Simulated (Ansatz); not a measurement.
## Geometry relaxation of TiCo2 (part 2 of 4)

The same run, continued: TiCo2 (24 atoms in the cell); DFT r2SCAN, scalar-relativistic, plane waves, PAW, spin-polarised (Ansatz 0.2.0); cutoff 500 eV, 12×12×4 k-mesh, Gaussian smearing of 0.1 eV, collinear spins. The structure derives from a Materials Project entry.

Geometry of the input (Å; fractional positions):
```
4.7337  0.0000  0.0000
-2.3668  4.0995  0.0000
0.0000  0.0000  15.3921
Ti 0.0000  0.0000  0.9057
Ti 0.0000  0.0000  0.0943
Ti 0.0000  0.0000  0.4057
Ti 0.0000  0.0000  0.5943
Ti 0.6667  0.3333  0.1553
Ti 0.3333  0.6667  0.8447
Ti 0.3333  0.6667  0.6553
Ti 0.6667  0.3333  0.3447
Co 0.6667  0.3333  0.8745
Co 0.3333  0.6667  0.1255
Co 0.3333  0.6667  0.3745
Co 0.6667  0.3333  0.6255
Co 0.5000  0.0000  0.0000
Co -0.0000  0.5000  0.0000
Co 0.5000  0.5000  0.0000
Co 0.5000  0.0000  0.5000
Co -0.0000  0.5000  0.5000
Co 0.5000  0.5000  0.5000
Co 0.8360  0.6720  0.7500
Co 0.3280  0.1640  0.7500
Co 0.8360  0.1640  0.7500
Co 0.1640  0.3280  0.2500
Co 0.6720  0.8360  0.2500
Co 0.1640  0.8360  0.2500
```

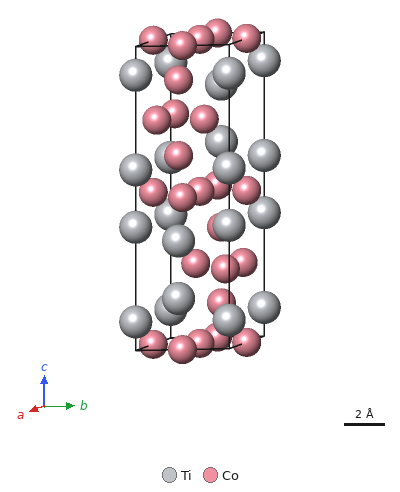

Fig. 1: The geometry at step 3 of the log (spheres-only view of the cell of the calculation, seen slightly off an axis).

Log, continued:
```
SCF iter   1: F=—  HF=-102145.368875 eV  |F-HF|=—  |Δ(HF+E_count)|=         —  Δρ=1.06e-4 (↑8.33e-5 ↓1.06e-4)  dr2=4.95e-5  dr2_τ=1.58e-4  dr2_m=1.15e-5  M=15.964 μB ∫|m|=34.710 μB  β_m=1.00  ethr=1.30e-8  ⟨swp⟩=2.0  Hψ=98611  notcnv=0
preconditioner: auto → Kerker (q_TF=auto, 1.953 Å⁻¹)  [metal: Δε(μ)=0.005 eV  Ē_g=5.396 eV  σ=0.100 eV  W_gap=0.03  n_scr=38 (ndim 8)  ℏωp=28.5 eV  f_vac=0.000  D(μ)=22.38/eV (n_scr^D=252)]
spin=Collinear: Kerker preconditioning applied to the charge; magnetization (m = ρ↑ − ρ↓) channel mixes plain (no charge-response kernel on spin).
SCF iter   2: F=—  HF=-102145.369242 eV  |F-HF|=—  |Δ(HF+E_count)|=   3.67e-4  Δρ=4.69e-5 (↑3.27e-5 ↓4.69e-5)  dr2=1.30e-5  dr2_τ=1.99e-7  dr2_m=4.44e-7  M=15.963 μB ∫|m|=34.710 μB  β_m=1.00  ethr=1.30e-8  ⟨swp⟩=2.0  Hψ=44902  notcnv=0  κ⁻¹=1.0e0(r=1)
SCF iter   3: F=—  HF=-102145.369247 eV  |F-HF|=—  |Δ(HF+E_count)|=   4.48e-6  Δρ=3.42e-5 (↑2.55e-5 ↓3.42e-5)  dr2=7.05e-6  dr2_τ=5.61e-8  dr2_m=1.44e-7  M=15.964 μB ∫|m|=34.710 μB  β_m=1.00  ethr=3.54e-9  ⟨swp⟩=1.0  Hψ=27757  notcnv=0  κ⁻¹=8.0e-3(r=2)
SCF iter   4: F=—  HF=-102145.369254 eV  |F-HF|=—  |Δ(HF+E_count)|=   6.94e-6  Δρ=1.70e-5 (↑1.41e-5 ↓1.70e-5)  dr2=1.19e-6  dr2_τ=1.28e-8  dr2_m=4.74e-8  M=15.965 μB ∫|m|=34.710 μB  β_m=1.00  ethr=1.92e-9  ⟨swp⟩=2.0  Hψ=38734  notcnv=0  κ⁻¹=1.9e-3(r=3)
SCF iter   5: F=—  HF=-102145.369256 eV  |F-HF|=—  |Δ(HF+E_count)|=   2.64e-6  Δρ=1.19e-5 (↑8.61e-6 ↓1.19e-5)  dr2=4.12e-7  dr2_τ=5.80e-9  dr2_m=2.55e-8  M=15.967 μB ∫|m|=34.709 μB  β_m=1.00  ethr=3.23e-10  ⟨swp⟩=2.0  Hψ=39612  notcnv=0  κ⁻¹=3.4e-4(r=4)
SCF iter   6: F=—  HF=-102145.369257 eV  |F-HF|=—  |Δ(HF+E_count)|=   1.18e-6  Δρ=6.85e-6 (↑4.13e-6 ↓6.85e-6)  dr2=9.15e-8  dr2_τ=1.56e-9  dr2_m=1.04e-8  M=15.968 μB ∫|m|=34.708 μB  β_m=1.00  ethr=1.12e-10  ⟨swp⟩=2.0  Hψ=42947  notcnv=0  κ⁻¹=6.2e-5(r=5)
SCF iter   7: F=—  HF=-102145.369258 eV  |F-HF|=—  |Δ(HF+E_count)|=   3.85e-7  Δρ=4.14e-6 (↑3.04e-6 ↓4.14e-6)  dr2=3.51e-8  dr2_τ=7.49e-10  dr2_m=3.18e-9  M=15.968 μB ∫|m|=34.708 μB  β_m=1.00  ethr=2.49e-11  ⟨swp⟩=2.0  Hψ=44607  notcnv=0  κ⁻¹=1.3e-5(r=6)
SCF iter   8: F=—  HF=-102145.369258 eV  |F-HF|=—  |Δ(HF+E_count)|=   1.90e-7  Δρ=2.14e-6 (↑1.52e-6 ↓2.14e-6)  dr2=1.04e-8  dr2_τ=1.42e-10  dr2_m=6.73e-10  M=15.968 μB ∫|m|=34.709 μB  β_m=1.00  ethr=9.54e-12  ⟨swp⟩=2.0  Hψ=48656  notcnv=0  κ⁻¹=3.5e-6(r=7)
SCF iter   9: F=—  HF=-102145.369258 eV  |F-HF|=—  |Δ(HF+E_count)|=   5.51e-8  Δρ=1.15e-6 (↑7.91e-7 ↓1.15e-6)  dr2=4.10e-9  dr2_τ=4.69e-11  dr2_m=3.98e-10  M=15.968 μB ∫|m|=34.709 μB  β_m=1.00  ethr=2.81e-12  ⟨swp⟩=2.0  Hψ=45003  notcnv=0  κ⁻¹=1.9e-6(r=8)
SCF iter  10: F=—  HF=-102145.369258 eV  |F-HF|=—  |Δ(HF+E_count)|=   2.04e-8  Δρ=3.70e-6 (↑9.49e-7 ↓3.70e-6)  dr2=7.23e-8  dr2_τ=2.66e-10  dr2_m=5.63e-9  M=15.968 μB ∫|m|=34.709 μB  β_m=1.00  ethr=1.11e-12  ⟨swp⟩=2.0  Hψ=48906  notcnv=0  κ⁻¹=1.9e-5(r=8)
SCF iter  11: F=-102145.369258 eV  HF=-102145.369258 eV  |F-HF|=2.01e-8  |Δ(HF+E_count)|=  7.28e-11  Δρ=2.10e-6 (↑4.54e-7 ↓2.10e-6)  dr2=2.40e-8  dr2_τ=8.77e-11  dr2_m=2.03e-9  M=15.968 μB ∫|m|=34.708 μB  ethr=1.11e-12  ⟨swp⟩=1.0  Hψ=66118  notcnv=0
SCF 2 converged in 11 iterations: F = -102145.369258 eV  dr2 = 2.40e-8
relax step   2: F+E_penalty+E_count = -102145.36925795 eV  Δ(F+E_penalty+E_count) = -9.127e-5 eV  max|allowed force component| = 5.289e-3 eV/Å  Δτ_max = 0.0011 Å  P = +0.012 GPa  Ω = 298.752 Å³  energy of the carried Pulay correction = -4.898e-5 eV  (11 SCF iters, dr2 threshold 5.94e-8 eV, accepted)
iter 1 solved again at ethr=1.17e-8 eV; its pass at ethr=3.10e-3 eV (dr2=4.29e-5 eV) is discarded
SCF iter   1: F=—  HF=-102145.369297 eV  |F-HF|=—  |Δ(HF+E_count)|=         —  Δρ=1.43e-4 (↑6.54e-5 ↓1.43e-4)  dr2=4.61e-5  dr2_τ=1.79e-4  dr2_m=2.02e-5  M=15.971 μB ∫|m|=34.708 μB  β_m=1.00  ethr=1.17e-8  ⟨swp⟩=2.3  Hψ=98780  notcnv=0
preconditioner: auto → Kerker (q_TF=auto, 1.953 Å⁻¹)  [metal: Δε(μ)=0.004 eV  Ē_g=5.396 eV  σ=0.100 eV  W_gap=0.02  n_scr=38 (ndim 8)  ℏωp=28.5 eV  f_vac=0.000  D(μ)=22.43/eV (n_scr^D=264)]
spin=Collinear: Kerker preconditioning applied to the charge; magnetization (m = ρ↑ − ρ↓) channel mixes plain (no charge-response kernel on spin).
SCF iter   2: F=—  HF=-102145.369297 eV  |F-HF|=—  |Δ(HF+E_count)|=   8.34e-7  Δρ=5.50e-5 (↑3.62e-5 ↓5.50e-5)  dr2=1.28e-5  dr2_τ=2.06e-7  dr2_m=9.36e-7  M=15.972 μB ∫|m|=34.707 μB  β_m=1.00  ethr=1.17e-8  ⟨swp⟩=2.0  Hψ=48684  notcnv=0  κ⁻¹=1.0e0(r=1)
SCF iter   3: F=—  HF=-102145.369304 eV  |F-HF|=—  |Δ(HF+E_count)|=   6.71e-6  Δρ=3.94e-5 (↑2.95e-5 ↓3.94e-5)  dr2=7.02e-6  dr2_τ=5.57e-8  dr2_m=2.27e-7  M=15.973 μB ∫|m|=34.706 μB  β_m=1.00  ethr=3.48e-9  ⟨swp⟩=1.1  Hψ=27806  notcnv=0  κ⁻¹=6.8e-3(r=2)
SCF iter   4: F=—  HF=-102145.369314 eV  |F-HF|=—  |Δ(HF+E_count)|=   1.03e-5  Δρ=1.82e-5 (↑1.66e-5 ↓1.82e-5)  dr2=1.03e-6  dr2_τ=1.41e-8  dr2_m=3.22e-8  M=15.974 μB ∫|m|=34.704 μB  β_m=1.00  ethr=1.91e-9  ⟨swp⟩=2.0  Hψ=41580  notcnv=0  κ⁻¹=1.2e-3(r=3)
SCF iter   5: F=—  HF=-102145.369318 eV  |F-HF|=—  |Δ(HF+E_count)|=   3.09e-6  Δρ=1.21e-5 (↑9.04e-6 ↓1.21e-5)  dr2=2.90e-7  dr2_τ=6.10e-9  dr2_m=1.54e-8  M=15.974 μB ∫|m|=34.704 μB  β_m=1.00  ethr=2.79e-10  ⟨swp⟩=2.0  Hψ=41718  notcnv=0  κ⁻¹=3.1e-4(r=4)
SCF iter   6: F=—  HF=-102145.369319 eV  |F-HF|=—  |Δ(HF+E_count)|=   1.15e-6  Δρ=7.65e-6 (↑4.42e-6 ↓7.65e-6)  dr2=8.95e-8  dr2_τ=1.66e-9  dr2_m=1.28e-8  M=15.974 μB ∫|m|=34.704 μB  β_m=1.00  ethr=7.88e-11  ⟨swp⟩=2.0  Hψ=47255  notcnv=0  κ⁻¹=5.0e-5(r=5)
SCF iter   7: F=—  HF=-102145.369319 eV  |F-HF|=—  |Δ(HF+E_count)|=   4.48e-7  Δρ=4.76e-6 (↑3.22e-6 ↓4.76e-6)  dr2=4.80e-8  dr2_τ=7.44e-10  dr2_m=3.74e-9  M=15.975 μB ∫|m|=34.704 μB  β_m=1.00  ethr=2.43e-11  ⟨swp⟩=2.0  Hψ=43320  notcnv=0  κ⁻¹=1.5e-5(r=6)
SCF iter   8: F=—  HF=-102145.369319 eV  |F-HF|=—  |Δ(HF+E_count)|=   2.91e-7  Δρ=1.80e-6 (↑1.47e-6 ↓1.80e-6)  dr2=1.33e-8  dr2_τ=1.17e-10  dr2_m=7.02e-10  M=15.975 μB ∫|m|=34.703 μB  β_m=1.00  ethr=1.30e-11  ⟨swp⟩=2.0  Hψ=48963  notcnv=0  κ⁻¹=3.1e-6(r=7)
SCF iter   9: F=—  HF=-102145.369319 eV  |F-HF|=—  |Δ(HF+E_count)|=   3.96e-8  Δρ=1.00e-6 (↑7.43e-7 ↓1.00e-6)  dr2=5.11e-9  dr2_τ=4.49e-11  dr2_m=3.00e-10  M=15.975 μB ∫|m|=34.703 μB  β_m=1.00  ethr=3.61e-12  ⟨swp⟩=2.0  Hψ=43441  notcnv=0  κ⁻¹=1.8e-6(r=8)
SCF iter  10: F=—  HF=-102145.369319 eV  |F-HF|=—  |Δ(HF+E_count)|=   9.02e-9  Δρ=4.56e-7 (↑3.93e-7 ↓4.56e-7)  dr2=7.85e-10  dr2_τ=1.14e-11  dr2_m=7.69e-11  M=15.975 μB ∫|m|=34.703 μB  β_m=1.00  ethr=1.39e-12  ⟨swp⟩=2.0  Hψ=45008  notcnv=0  κ⁻¹=2.2e-5(r=8)
SCF iter  11: F=-102145.369319 eV  HF=-102145.369319 eV  |F-HF|=1.46e-8  |Δ(HF+E_count)|=   2.11e-9  Δρ=1.56e-6 (↑5.14e-7 ↓1.56e-6)  dr2=1.65e-8  dr2_τ=4.46e-11  dr2_m=1.12e-9  M=15.975 μB ∫|m|=34.703 μB  ethr=1.00e-12  ⟨swp⟩=1.0  Hψ=65393  notcnv=0
SCF 3 converged in 11 iterations: F = -102145.369319 eV  dr2 = 1.65e-8
relax step   3: F+E_penalty+E_count = -102145.36931944 eV  Δ(F+E_penalty+E_count) = -6.149e-5 eV  max|allowed force component| = 9.445e-4 eV/Å  Δτ_max = 0.0011 Å  P = +0.008 GPa  Ω = 298.752 Å³  energy of the carried Pulay correction = -4.916e-5 eV  (11 SCF iters, dr2 threshold 1.71e-8 eV, accepted)
Initial wavefunctions: pseudopotential atomic-orbital guess (no wavefunctions were taken with the density)
iter 1 solved again at ethr=9.96e-9 eV; its pass at ethr=3.10e-3 eV (dr2=3.66e-5 eV) is discarded
SCF iter   1: F=—  HF=-102145.369805 eV  |F-HF|=—  |Δ(HF+E_count)|=         —  Δρ=2.63e-5 (↑1.66e-5 ↓2.63e-5)  dr2=2.69e-6  dr2_τ=1.88e-8  dr2_m=1.23e-7  M=15.973 μB ∫|m|=34.703 μB  β_m=1.00  ethr=9.96e-9  ⟨swp⟩=4.1  Hψ=174149  notcnv=0
preconditioner: auto → Kerker (q_TF=auto, 1.953 Å⁻¹)  [metal: Δε(μ)=0.003 eV  Ē_g=5.396 eV  σ=0.100 eV  W_gap=0.01  n_scr=38 (ndim 8)  ℏωp=28.5 eV  f_vac=0.000  D(μ)=22.46/eV (n_scr^D=264)]
spin=Collinear: Kerker preconditioning applied to the charge; magnetization (m = ρ↑ − ρ↓) channel mixes plain (no charge-response kernel on spin).
SCF iter   2: F=—  HF=-102145.369390 eV  |F-HF|=—  |Δ(HF+E_count)|=   4.14e-4  Δρ=1.86e-5 (↑1.13e-5 ↓1.86e-5)  dr2=1.22e-6  dr2_τ=2.76e-8  dr2_m=7.46e-8  M=15.974 μB ∫|m|=34.703 μB  β_m=1.00  ethr=7.30e-10  ⟨swp⟩=2.8  Hψ=42719  notcnv=0  κ⁻¹=1.0e0(r=1)
SCF iter   3: F=—  HF=-102145.369390 eV  |F-HF|=—  |Δ(HF+E_count)|=   2.19e-7  Δρ=1.07e-5 (↑5.68e-6 ↓1.07e-5)  dr2=3.68e-7  dr2_τ=3.22e-9  dr2_m=2.89e-8  M=15.975 μB ∫|m|=34.703 μB  β_m=1.00  ethr=3.31e-10  ⟨swp⟩=2.2  Hψ=34677  notcnv=0  κ⁻¹=2.5e-3(r=2)
SCF iter   4: F=—  HF=-102145.369390 eV  |F-HF|=—  |Δ(HF+E_count)|=   5.74e-8  Δρ=6.94e-6 (↑3.98e-6 ↓6.94e-6)  dr2=1.68e-7  dr2_τ=1.29e-9  dr2_m=1.06e-8  M=15.975 μB ∫|m|=34.703 μB  β_m=1.00  ethr=1.00e-10  ⟨swp⟩=1.0  Hψ=27589  notcnv=0  κ⁻¹=1.5e-4(r=3)
SCF iter   5: F=—  HF=-102145.369390 eV  |F-HF|=—  |Δ(HF+E_count)|=   3.52e-8  Δρ=2.72e-6 (↑1.80e-6 ↓2.72e-6)  dr2=2.97e-8  dr2_τ=2.94e-10  dr2_m=1.22e-9  M=15.975 μB ∫|m|=34.703 μB  β_m=1.00  ethr=4.56e-11  ⟨swp⟩=2.3  Hψ=39406  notcnv=0  κ⁻¹=1.1e-5(r=4)
SCF iter   6: F=—  HF=-102145.369390 eV  |F-HF|=—  |Δ(HF+E_count)|=   3.23e-9  Δρ=7.36e-7 (↑5.50e-7 ↓7.36e-7)  dr2=2.44e-9  dr2_τ=3.66e-11  dr2_m=4.69e-11  M=15.975 μB ∫|m|=34.703 μB  β_m=1.00  ethr=8.08e-12  ⟨swp⟩=2.2  Hψ=43545  notcnv=0  κ⁻¹=1.3e-6(r=5)
SCF iter   7: F=—  HF=-102145.369390 eV  |F-HF|=—  |Δ(HF+E_count)|=   2.02e-9  Δρ=7.63e-7 (↑4.91e-7 ↓7.63e-7)  dr2=2.23e-9  dr2_τ=2.86e-11  dr2_m=8.53e-11  M=15.975 μB ∫|m|=34.703 μB  β_m=1.00  ethr=1.00e-12  ⟨swp⟩=1.0  Hψ=27588  notcnv=0  κ⁻¹=1.1e-6(r=6)
SCF iter   8: F=—  HF=-102145.369390 eV  |F-HF|=—  |Δ(HF+E_count)|=   2.49e-9  Δρ=4.85e-7 (↑3.45e-7 ↓4.85e-7)  dr2=9.07e-10  dr2_τ=1.68e-11  dr2_m=3.11e-11  M=15.975 μB ∫|m|=34.703 μB  β_m=1.00  ethr=1.00e-12  ⟨swp⟩=1.0  Hψ=27588  notcnv=0  κ⁻¹=1.1e-6(r=7)
SCF iter   9: F=—  HF=-102145.369390 eV  |F-HF|=—  |Δ(HF+E_count)|=   2.90e-9  Δρ=3.13e-7 (↑2.55e-7 ↓3.13e-7)  dr2=3.62e-10  dr2_τ=8.00e-12  dr2_m=1.44e-11  M=15.975 μB ∫|m|=34.703 μB  β_m=1.00  ethr=1.00e-12  ⟨swp⟩=1.0  Hψ=27588  notcnv=0  κ⁻¹=4.2e-7(r=8)
SCF iter  10: F=—  HF=-102145.369390 eV  |F-HF|=—  |Δ(HF+E_count)|=   1.44e-9  Δρ=1.71e-7 (↑1.71e-7 ↓1.61e-7)  dr2=1.08e-10  dr2_τ=2.88e-12  dr2_m=4.75e-12  M=15.975 μB ∫|m|=34.703 μB  β_m=1.00  ethr=1.00e-12  ⟨swp⟩=1.0  Hψ=27588  notcnv=0  κ⁻¹=4.7e-6(r=8)
SCF iter  11: F=—  HF=-102145.369390 eV  |F-HF|=—  |Δ(HF+E_count)|=  5.53e-10  Δρ=7.66e-8 (↑7.66e-8 ↓4.63e-8)  dr2=1.03e-11  dr2_τ=6.43e-13  dr2_m=4.48e-12  M=15.975 μB ∫|m|=34.703 μB  β_m=1.00  ethr=1.00e-12  ⟨swp⟩=1.0  Hψ=27588  notcnv=0  κ⁻¹=1.4e-5(r=8)
SCF iter  12: F=—  HF=-102145.369390 eV  |F-HF|=—  |Δ(HF+E_count)|=  1.89e-10  Δρ=3.10e-8 (↑2.84e-8 ↓3.10e-8)  dr2=5.23e-12  dr2_τ=1.18e-13  dr2_m=9.98e-13  M=15.975 μB ∫|m|=34.703 μB  β_m=1.00  ethr=1.00e-12  ⟨swp⟩=1.0  Hψ=27588  notcnv=0  κ⁻¹=7.3e-6(r=8)
SCF iter  13: F=—  HF=-102145.369390 eV  |F-HF|=—  |Δ(HF+E_count)|=    0.00e0  Δρ=2.92e-8 (↑2.26e-8 ↓2.92e-8)  dr2=4.83e-12  dr2_τ=5.65e-14  dr2_m=8.24e-13  M=15.975 μB ∫|m|=34.703 μB  β_m=1.00  ethr=1.00e-12  ⟨swp⟩=1.0  Hψ=27588  notcnv=0  κ⁻¹=1.5e-5(r=8)
SCF iter  14: F=-102145.369390 eV  HF=-102145.369390 eV  |F-HF|=1.46e-10  |Δ(HF+E_count)|=  5.82e-11  Δρ=1.95e-7 (↑4.40e-8 ↓1.95e-7)  dr2=1.74e-10  dr2_τ=5.87e-13  dr2_m=1.69e-11  M=15.975 μB ∫|m|=34.703 μB  ethr=1.00e-12  ⟨swp⟩=2.0  Hψ=61917  notcnv=0
SCF 4 converged in 14 iterations: F = -102145.369390 eV  dr2 = 1.74e-10
relax step   4: F+E_penalty+E_count = -102145.36938985 eV  Δ(F+E_penalty+E_count) = -7.041e-5 eV  max|allowed force component| = 9.503e-4 eV/Å  Δτ_max = 0.0000 Å  P = +0.008 GPa  Ω = 298.752 Å³  stress off target by 1.23e-2 GPa  SCF on the basis re-selected at this cell (its energy is not comparable with the rows above)  (14 SCF iters)
```

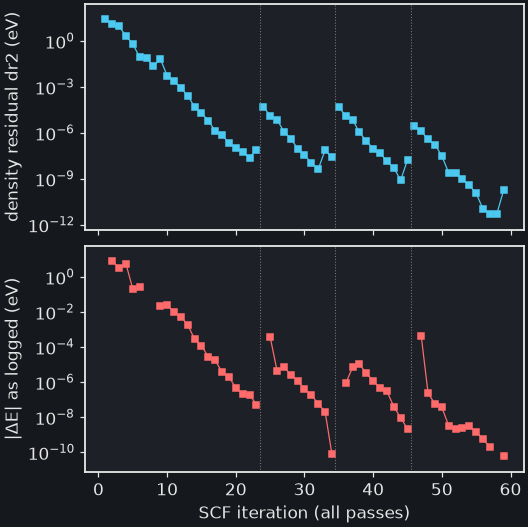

Fig. 2: Convergence of the self-consistent field: density residual dr2 and size of the energy change against the SCF iteration. The dotted lines part the SCF passes of the relaxation: geometry steps, rejected trials and re-solves on a re-selected basis. The passes take 23, 11, 11 and 14 iterations.

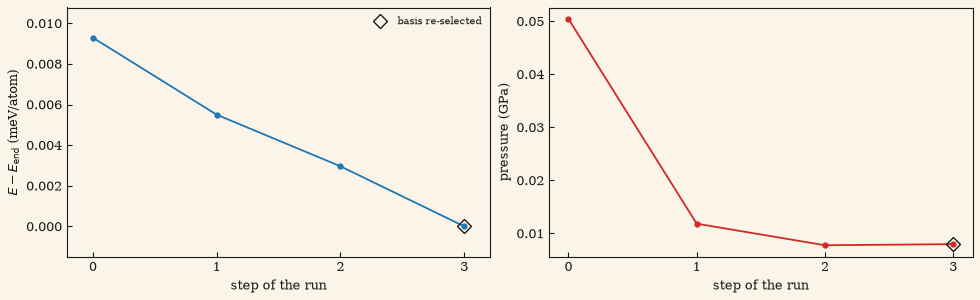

Fig. 3: Progress of the relaxation, step by step (the first geometry is step 0 here and step 1 in the log). The atoms keep their places relative to the cell (all moves are under 0.005 Å). The space group stays P6_3/mmc (No. 194). The energy falls by next to nothing (0.0 meV per atom) in 2 geometry steps. The largest force component goes from 0.012 to 0.00095 eV/Å. Pressure: 0.05 GPa at the start and 0.01 GPa at the end. A last SCF at the same geometry on a re-selected plane-wave basis shifts the energy by next to nothing (0.0 meV per atom). (Atoms are counted from 1 in the order of the input.)

```
basis re-selected at this cell: Δ(F+E_penalty+E_count) = -7.041e-5 eV, ΔP = +0.000 GPa vs the last step (what re-selecting the basis moved, of the pressure what is left beyond the Pulay correction that the steps carried, after the strain that the cell walked since its last selection, with what the two solves' SCF thresholds leave and, on support functions, any second-order correction that the steps lacked; it is no measure of the basis error at this ecutwfc). This SCF's stress stands 1.23e-2 GPa from its target on what of the cell is left free (relax.cell.stress_tol is 5.00e-2 GPa) and its largest allowed force component is 9.50e-4 eV/Å (relax.f_tol is 5.00e-3 eV/Å): within both
SCF converged after 14 iterations
Stability not checked: this state was not tested for a lower state beside it, because the mixer in use, unlike msr1, does not test its closes by its own steps (another_mixer; see scf.mixing.algorithm and scf.lower_state_search)
Magnetization: 15.9747 μB (191.9873 up, 176.0127 down)
Absolute magnetization: 34.7130 μB (∫|ρ↑−ρ↓|, with the PAW one-centre terms)
Spin contamination: 5.4805 ħ² per cell (⟨S²⟩ above its minimum at these occupations)
```
